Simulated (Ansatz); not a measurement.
## Geometry relaxation, with input and output: Si47C (charge +1) (part 2 of 4)

Continued. System: Si47C (defect cell, 48 atoms in the cell, total charge +1). Method: DFT PBE, scalar-relativistic, plane waves, PAW, spin-polarised (Ansatz 0.2.0); cutoff 420 eV, 2×2×2 k-mesh, Gaussian smearing of 0.02 eV, collinear spins. The structure derives from a Materials Project entry. It belongs to a series of runs on one base structure; here: C on a Si site (f), charge +1, atoms relaxed at the host's cell.

## Output, continued
```
SCF iter   1: F=—  HF=-30137.733142 eV  |F-HF|=—  |Δ(HF+E_count)|=         —  Δρ=4.74e-5 (↑4.68e-5 ↓4.74e-5)  dr2=7.53e-5  dr2_m=5.52e-8  M=-0.000 μB ∫|m|=0.000 μB  β_m=0.30  ethr=3.31e-7  ⟨swp⟩=2.0  Hψ=1110  notcnv=0  defer=162
preconditioner: auto → Resta (q_TF=auto, 2.077 Å⁻¹)  ε∞=5.4  [insulator: Δε(μ)=0.158 eV  Ē_g=7.769 eV  σ=0.020 eV  W_gap=1.00  n_scr=154 (ndim 8)  ℏωp=16.4 eV  f_vac=0.000  D(μ)=0.00/eV (n_scr^D=0)  ε∞_Penn≈5.4]
spin=Collinear: Resta preconditioning applied to the charge; magnetization (m = ρ↑ − ρ↓) channel mixes plain (no charge-response kernel on spin).
SCF iter   2: F=—  HF=-30137.733609 eV  |F-HF|=—  |Δ(HF+E_count)|=   4.67e-4  Δρ=3.36e-5 (↑3.32e-5 ↓3.36e-5)  dr2=3.35e-5  dr2_m=3.09e-8  M=-0.000 μB ∫|m|=0.000 μB  β_m=0.61  ethr=3.94e-8  ⟨swp⟩=1.0  Hψ=664  notcnv=0  defer=162
SCF iter   3: F=—  HF=-30137.733607 eV  |F-HF|=—  |Δ(HF+E_count)|=   2.70e-6  Δρ=7.82e-6 (↑7.82e-6 ↓7.78e-6)  dr2=2.35e-6  dr2_m=1.39e-9  M=-0.000 μB ∫|m|=0.000 μB  β_m=0.62  ethr=1.75e-8  ⟨swp⟩=2.2  Hψ=638  notcnv=0  defer=162
SCF iter   4: F=—  HF=-30137.733607 eV  |F-HF|=—  |Δ(HF+E_count)|=   2.60e-8  Δρ=1.63e-6 (↑1.63e-6 ↓1.57e-6)  dr2=1.53e-7  dr2_m=1.50e-10  M=-0.000 μB ∫|m|=0.000 μB  β_m=0.72  ethr=1.23e-9  ⟨swp⟩=2.0  Hψ=794  notcnv=0  defer=162
SCF iter   5: F=-30137.733607 eV  HF=-30137.733607 eV  |F-HF|=6.90e-9  |Δ(HF+E_count)|=   3.57e-8  Δρ=4.81e-7 (↑4.81e-7 ↓4.76e-7)  dr2=1.47e-8  dr2_m=1.76e-11  M=0.000 μB ∫|m|=0.000 μB  ethr=5.24e-11  ⟨swp⟩=12.0  Hψ=3824  notcnv=0
the starting moments were not kept: the SCF closed with an absolute magnetisation of 1.1e-5 μB, where they sum to 1 μB in size (5 sites). That is at most 0.1 of that sum. Measured as dr2_m measures the in/out step, that magnetisation stands 3.3e-12 eV from none, at or under the dr2_threshold of 1.0e-7 eV: it is no larger than a step whose dr2_m would equal this threshold.
SCF 3 converged in 5 iterations: F = -30137.733607 eV  dr2 = 1.47e-8
relax step   3: F+E_penalty+E_count = -30137.73360673 eV  Δ(F+E_penalty+E_count) = -4.367e-4 eV  max|allowed force component| = 3.256e-2 eV/Å  Δτ_max = 0.0035 Å  (5 SCF iters, accepted)
SCF iter   1: F=—  HF=-30137.733196 eV  |F-HF|=—  |Δ(HF+E_count)|=         —  Δρ=2.98e-5 (↑2.65e-5 ↓2.98e-5)  dr2=2.98e-5  dr2_m=1.11e-7  M=-0.000 μB ∫|m|=0.000 μB  β_m=0.30  ethr=7.14e-8  ⟨swp⟩=2.0  Hψ=1076  notcnv=0  defer=2
spin=Collinear: Resta preconditioning applied to the charge; magnetization (m = ρ↑ − ρ↓) channel mixes plain (no charge-response kernel on spin).
SCF iter   2: F=—  HF=-30137.733667 eV  |F-HF|=—  |Δ(HF+E_count)|=   4.71e-4  Δρ=2.05e-5 (↑1.81e-5 ↓2.05e-5)  dr2=1.29e-5  dr2_m=6.41e-8  M=-0.000 μB ∫|m|=0.000 μB  β_m=0.59  ethr=1.56e-8  ⟨swp⟩=1.0  Hψ=664  notcnv=0  defer=2
SCF iter   3: F=—  HF=-30137.733664 eV  |F-HF|=—  |Δ(HF+E_count)|=   3.02e-6  Δρ=3.57e-6 (↑3.57e-6 ↓3.56e-6)  dr2=4.42e-7  dr2_m=3.26e-9  M=-0.000 μB ∫|m|=0.000 μB  β_m=0.59  ethr=6.77e-9  ⟨swp⟩=2.0  Hψ=764  notcnv=0  defer=2
iter 4 did not close the SCF: its close was put off for a magnetic moment that had not settled (scf_convergence_deferred on its scf_iter line)
SCF iter   4: F=-30137.733664 eV  HF=-30137.733664 eV  |F-HF|=4.93e-9  |Δ(HF+E_count)|=   1.83e-8  Δρ=1.21e-6 (↑1.21e-6 ↓1.04e-6)  dr2=4.77e-8  dr2_m=5.37e-10  M=0.000 μB ∫|m|=0.000 μB  β_m=0.74  ethr=5.24e-11  ⟨swp⟩=12.0  Hψ=3829  notcnv=0
SCF iter   5: F=-30137.733664 eV  HF=-30137.733664 eV  |F-HF|=9.06e-10  |Δ(HF+E_count)|=   5.57e-9  Δρ=2.30e-7 (↑2.30e-7 ↓2.08e-7)  dr2=2.30e-9  dr2_m=2.11e-11  M=0.000 μB ∫|m|=0.000 μB  ethr=2.50e-11  ⟨swp⟩=5.8  Hψ=2820  notcnv=0
the starting moments were not kept: the SCF closed with an absolute magnetisation of 6.8e-6 μB, where they sum to 1 μB in size (5 sites). That is at most 0.1 of that sum. Measured as dr2_m measures the in/out step, that magnetisation stands 2.3e-12 eV from none, at or under the dr2_threshold of 1.0e-7 eV: it is no larger than a step whose dr2_m would equal this threshold.
SCF 4 converged in 5 iterations: F = -30137.733664 eV  dr2 = 2.30e-9
relax step   4: F+E_penalty+E_count = -30137.73366353 eV  Δ(F+E_penalty+E_count) = -5.680e-5 eV  max|allowed force component| = 4.539e-3 eV/Å  Δτ_max = 0.0023 Å  (5 SCF iters, accepted)
```

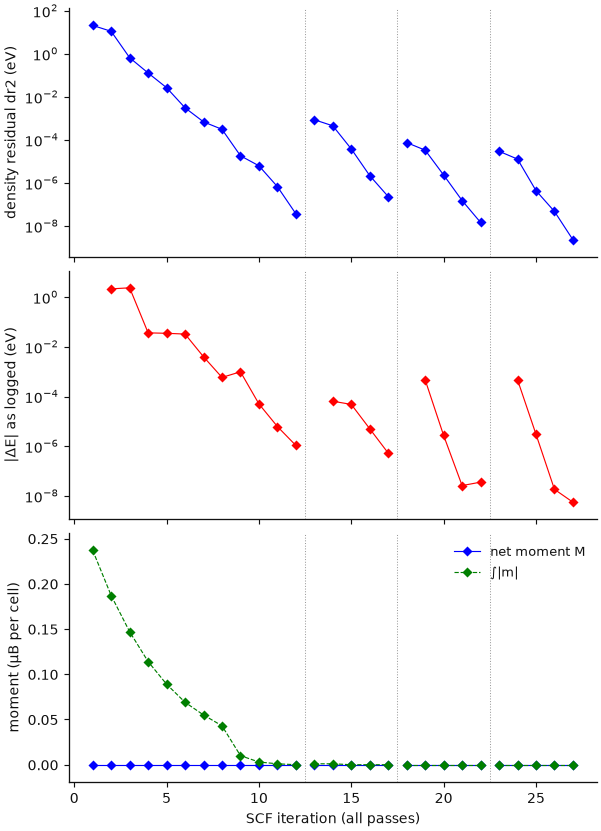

*Convergence of the self-consistent field: density residual dr2, size of the energy change and magnetic moment against the SCF iteration. The dotted lines part the SCF passes of the relaxation: geometry steps, rejected trials and re-solves on a re-selected basis.*

The passes take 12, 5, 5 and 5 iterations. The net moment stays at 0.0 μB per cell, and ∫|m| falls to zero.

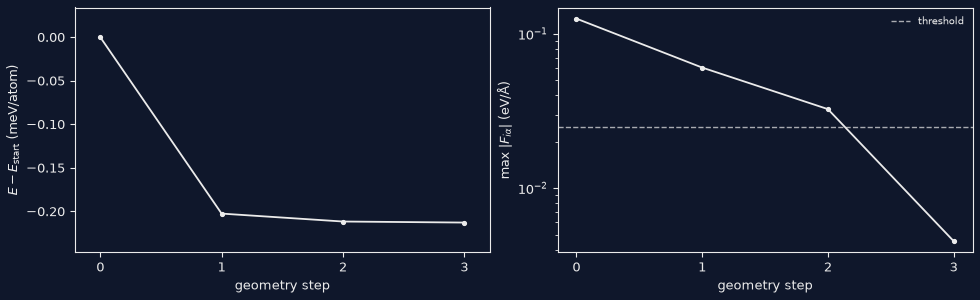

*Progress of the relaxation, step by step (the first geometry is step 0 here and step 1 in the log).*

The largest moves, 0.009 Å, are those of Si14, Si21 and Si24. Largest moves by element: Si 0.009 Å, C 0.007 Å. The cell doesn't change. Distances before and after: C1–Si25 2.050 → 2.036 Å, Si14–Si38 2.439 → 2.431 Å, Si13–Si37 2.418 → 2.411 Å, Si10–Si34 2.400 → 2.393 Å. After 3 geometry steps the energy has fallen by 0.2 meV per atom. Largest force component: 0.13 eV/Å at the start, 0.0045 eV/Å at the end. (Atoms are counted from 1 in the order of the input.)

```
SCF converged after 5 iterations
Magnetization: 0.0000 μB (95.5000 up, 95.5000 down)
Absolute magnetization: 0.0000 μB (∫|ρ↑−ρ↓|, with the PAW one-centre terms)
Spin contamination: 0.0000 ħ² per cell (⟨S²⟩ above its minimum at these occupations)
Per-site moments (μB) at R_I (Å): [(-9.561360223113325e-8, 0.8329907378618172), (-1.843223561129214e-8, 0.9759907714119137), (-2.7337487298314444e-8, 0.9747699743489435), (-1.8432235609121574e-8, 0.9759907714119143), (-2.7337487293596507e-8, 0.9747699743489434), (-2.4168173133114267e-9, 0.9772639943648153), (-1.8432235538105994e-8, 0.9759907714119141), (-2.7337487265227958e-8, 0.9747699743489435), (-2.4168172891545814e-9, 0.9772639943648158), (-2.416817310496602e-9, 0.9772639943648169), (6.189966201447989e-9, 0.9831552238478081), (-1.490342883728668e-8, 0.9758775878460587), (-2.6146345266077886e-8, 0.9761516226489241), (2.2736427885862373e-8, 0.971960565725557), (-2.6146345234538836e-8, 0.9761516226489241), (-2.6146345240498494e-8, 0.9761516226489253), (5.020071350693563e-9, 0.9747974927517113), (6.831682480865336e-11, 0.9766657355901319), (6.831682351762528e-11, 0.9766657355901315), (6.83167737044087e-11, 0.9766657355901311), (2.2736427918011254e-8, 0.9719605657255578), (5.020071338637254e-9, 0.9747974927517121), (5.0200713273161665e-9, 0.9747974927517127), (2.2736427876221213e-8, 0.9719605657255574), (-7.295131756829422e-8, 0.840015752064481), (1.9115815121082527e-8, 0.9761516226489241), (9.10803971838942e-9, 0.9771356496657589), (1.9115815113382174e-8, 0.9761516226489253), (9.108039709330997e-9, 0.9771356496657595), (-2.0067031306961314e-9, 0.9747974927517113), (1.911581512079915e-8, 0.9761516226489241), (9.108039695123963e-9, 0.9771356496657587), (-2.0067031318695198e-9, 0.9747974927517127), (-2.0067031397146695e-9, 0.9747974927517121), (8.347459267042389e-9, 0.9794201395649982), (-2.6201326971861435e-9, 0.971960565725557), (-3.0836387999869144e-8, 0.9861107450262099), (6.377257315464209e-8, 0.8329907378618172), (-3.083638798605701e-8, 0.986110745026209), (-3.083638799640218e-8, 0.9861107450262101), (-1.9193521422474568e-9, 0.9772639943648158), (1.505211720287355e-10, 0.9747699743489434), (1.5052118866040185e-10, 0.9747699743489435), (1.5052119696394922e-10, 0.9747699743489435), (6.377257312925941e-8, 0.8329907378618178), (-1.919352142436284e-9, 0.9772639943648153), (-1.9193521526008493e-9, 0.9772639943648169), (6.377257317339071e-8, 0.8329907378618174)]
Free energy (F): -30137.733664 eV
Harris-Foulkes:  -30137.733664 eV  (|F-HF|=9.06e-10)
Internal energy: -30137.733664 eV  (E = F + TS)
E sigma→0 (E₀):  -30137.733664 eV
Fermi energy:    5.746655 eV
--- Per-component energies (eV) ---
  E_band       = 167.280290
  E_kinetic    = 1939.614297
  E_local      = -1501.048541  (includes V_loc(G=0)·N_el)
  E_nonlocal   = 1230.615962
  E_hartree    = 421.139327
  E_xc         = -2617.924155
  E_vxc        = -2225.333190  (∫ρ·V_xc dr)
  E_paw        = -24195.241714  (= ΣΔE_a)
  E_vpaw       = -118.847417  (= ΣTr[D̂ρ^β])
  E_aug_tail   = 0.000299  (compensation charges beyond the density's cutoff)
  E_ewald      = -5414.889140
  E_smearing   = -0.000000  (= −TS)
  E_closure    = 0.000000  (closes the sum)
  E_deformation_potential = 12.179403  (in the stress; not in F)
  Σ components = -30137.733664   (vs F -30137.733664, Δ=0.00e0)
--- Forces (eV/Å), atoms counted from 1 ---
  atom   1  C      0.00000000     0.00000000     0.00306047
  atom   2  Si     0.00034569     0.00007791    -0.00093855
  atom   3  Si     0.00027036     0.00038433    -0.00087691
  atom   4  Si    -0.00010537    -0.00033833    -0.00093855
  atom   5  Si     0.00019766    -0.00042631    -0.00087691
  atom   6  Si    -0.00054447     0.00034128    -0.00100572
  atom   7  Si    -0.00024032     0.00026042    -0.00093855
  atom   8  Si    -0.00046802     0.00004197    -0.00087691
  atom   9  Si    -0.00002332    -0.00064217    -0.00100572
  atom  10  Si     0.00056780     0.00030089    -0.00100572
  atom  11  Si    -0.00000000    -0.00000000    -0.00105999
  atom  12  Si     0.00000000     0.00000000    -0.00125810
  atom  13  Si    -0.00040575     0.00037865    -0.00022089
  atom  14  Si     0.00009039    -0.00107651    -0.00102515
  atom  15  Si    -0.00012504    -0.00054072    -0.00022089
  atom  16  Si     0.00053080     0.00016207    -0.00022089
  atom  17  Si     0.00038906     0.00027482    -0.00102382
  atom  18  Si     0.00018155     0.00010043    -0.00093716
  atom  19  Si    -0.00000380    -0.00020744    -0.00093716
  atom  20  Si    -0.00017775     0.00010701    -0.00093716
  atom  21  Si     0.00088709     0.00061654    -0.00102515
  atom  22  Si     0.00004348    -0.00047434    -0.00102382
  atom  23  Si    -0.00043253     0.00019952    -0.00102382
  atom  24  Si    -0.00097748     0.00045998    -0.00102515
  atom  25  Si    -0.00000000    -0.00000000    -0.00453887
  atom  26  Si    -0.00032620    -0.00018340     0.00168887
  atom  27  Si    -0.00026508    -0.00001791     0.00123903
  atom  28  Si     0.00000427     0.00037419     0.00168887
  atom  29  Si     0.00011704     0.00023852     0.00123903
  atom  30  Si     0.00049706    -0.00008919     0.00124365
  atom  31  Si     0.00032193    -0.00019080     0.00168887
  atom  32  Si     0.00014805    -0.00022062     0.00123903
  atom  33  Si    -0.00017129     0.00047507     0.00124365
  atom  34  Si    -0.00032577    -0.00038587     0.00124365
  atom  35  Si    -0.00000000    -0.00000000     0.00099086
  atom  36  Si    -0.00000000    -0.00000000     0.00080748
  atom  37  Si     0.00023691     0.00000492     0.00042755
  atom  38  Si    -0.00005928     0.00317588     0.00020734
  atom  39  Si    -0.00012272     0.00020271     0.00042755
  atom  40  Si    -0.00011419    -0.00020763     0.00042755
  atom  41  Si    -0.00054194    -0.00007360     0.00083545
  atom  42  Si    -0.00021788     0.00003610     0.00105470
  atom  43  Si     0.00014021     0.00017064     0.00105470
  atom  44  Si     0.00007767    -0.00020674     0.00105470
  atom  45  Si    -0.00272075    -0.00163928     0.00020734
  atom  46  Si     0.00020723     0.00050614     0.00083545
  atom  47  Si     0.00033471    -0.00043254     0.00083545
  atom  48  Si     0.00278004    -0.00153660     0.00020734
  max |Σ_I F_I| component: 7.03e-6 eV/Å
--- Charged-cell corrections in eV (Makov–Payne, q = +1.000 e, ε = [12.618, 12.618, 13.707]) ---
  F (periodic)     = -30137.733664  (uncorrected; the corrections below are reported, never added to it)
  E_corr1          = +0.158655  (monopole, q²α_M/2ε̄L, of the cell on which ε is isotropic)
  F Makov-Payne    = -30137.575009  (F + E_corr1; no measured alignment; for a localised charge, not one spread in a band: unchecked)
  no potential alignment in this run, which stands beside a crystal: run the host's input off ansatz write-host-input, and read the two finished runs by ansatz place-levels (neither reads a slab, a wire or a sheet, whose cell leaves a vacuum)
--- Band table (eV) ---
  k-point 0 ↑: bands = ["-6.7872", "-5.4756", "-4.8926", "-4.8496", "-4.6454", "-4.3785", "-4.3373", "-4.2294", "-4.1117", "-3.8870", "-3.8423", "-3.6658", "-3.5029", "-3.5021", "-3.0977", "-2.7595", "-2.7387", "-2.7362", "-2.7071", "-2.5853", "-2.5005", "-2.4145", "-2.3712", "-2.3701", "-1.5124", "-1.4633", "-1.4452", "-1.1306", "-1.1252", "-0.9698", "-0.6993", "-0.6956", "-0.4815", "-0.4648", "-0.2804", "-0.2660", "-0.2203", "-0.0068", "0.4830", "0.5620", "0.6735", "1.0935", "1.1382", "1.2058", "1.3700", "1.6062", "1.6901", "1.6989", "1.8789", "2.0004", "2.1409", "2.2347", "2.3623", "2.4240", "2.4659", "2.5575", "2.6765", "2.6875", "2.8085", "2.8279", "2.9049", "2.9662", "2.9885", "3.0257", "3.0685", "3.1153", "3.3125", "3.3872", "3.4510", "3.4527", "3.4540", "3.5561", "3.6920", "3.8326", "3.8631", "3.8650", "3.9368", "4.0118", "4.0447", "4.0635", "4.1023", "4.1089", "4.2720", "4.2848", "4.3981", "4.4745", "4.5487", "4.6180", "4.6492", "4.6781", "4.7418", "4.7764", "4.8911", "4.8931", "5.8244", "5.8316", "6.7531", "6.8330", "6.8380", "7.0999", "7.1718", "7.3146", "7.3650", "7.3759", "7.8239", "7.8872", "8.1103", "8.1542", "8.2496", "8.3763", "8.4333", "8.4676", "8.4749", "8.4800", "8.5354", "8.6163", "8.6355", "8.6582", "8.6728", "8.6840", "8.7379", "8.9223", "9.0418", "9.0836", "9.1113", "9.2378", "9.3029", "9.3135", "9.3181", "9.4115", "9.4345", "9.5381", "9.5704", "9.5891", "9.6383", "9.6442", "9.6528", "9.7318", "9.7391", "9.7553", "9.9438", "9.9596", "10.0246", "10.0295"]
```
